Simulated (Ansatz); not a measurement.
Consider WSe2 (layers cut from the bulk crystal).

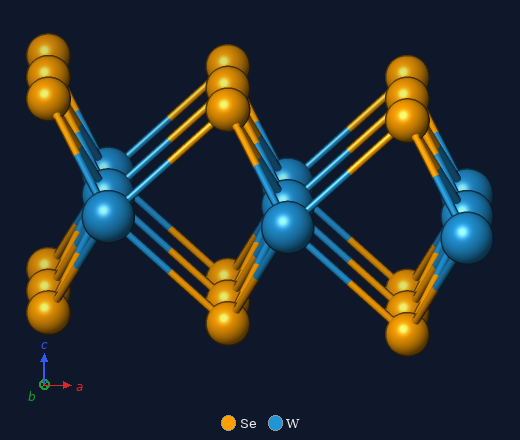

The structure (selenium orange, tungsten blue). 3×3×1 cells are drawn.

The cell holds 3 atoms: 2 Se and 1 W. Cell: a = 3.240 Å, b = 3.240 Å, c = 29.900 Å, α = 90.0°, β = 90.0°, γ = 120.0°. It derives from WSe2. Vacuum lies along c.

```xyz
3
Lattice="3.2405 0.0000 0.0000 -1.6202 2.8063 0.0000 0.0000 0.0000 29.9000" Properties=species:S:1:pos:R:3
Se    0.0000    1.8709   13.2695
W     1.6202    0.9354   14.9500
Se    0.0000    1.8709   16.6305
```

The structure was relaxed with PBEsol-D3(BJ). At the settings of the band run the largest force is still 0.07 eV/Å. The runs that relaxed it are not among those shown. Spin-orbit coupling is left out unless a run names it.

Gaps computed with Ansatz 0.2.0 without a self-energy: PBEsol 1.65 eV and HSE06 2.19 eV.

What gap should G0W0 on PBEsol give (6×6×1 mesh, 361 empty bands, screening to 70 eV, PAW set soft_1 files)?

About 2.28 eV: on its mesh the run moves the gap from 1.65 eV by +0.64 eV. Among the scalar-relativistic levels given, HSE06 is nearest (−0.09 eV). Bands and cutoff are finite, so the gap is not at the basis limit. The miss can reach some tenths of an eV and take either sign; the mesh is an error of its own. The mesh in the plane is coarse for a sheet; gap and any exciton binding can still move on denser ones. The many-body steps are scalar-relativistic: spin-orbit coupling is not in them.

[Paths, hosts, dates, memory and timing lines, banners, echoed tables and standing remarks are left out of the program output.]

[Logs are printed without paths, hosts, clocks, repeated set-up lines and the standing remarks that a program may print on its own settings, such as how far it seeks lower states.]

[Runs of the session that timed out or met a known fault of the program may be left out.]

[Cells called generated may have been cut or substituted from an entry of the Crystallography Open Database or the Materials Project.]

[Hosts, paths, dates, database ids (printed as entryN), source tags and the programs' standing remarks are cut or masked in the printed files.]
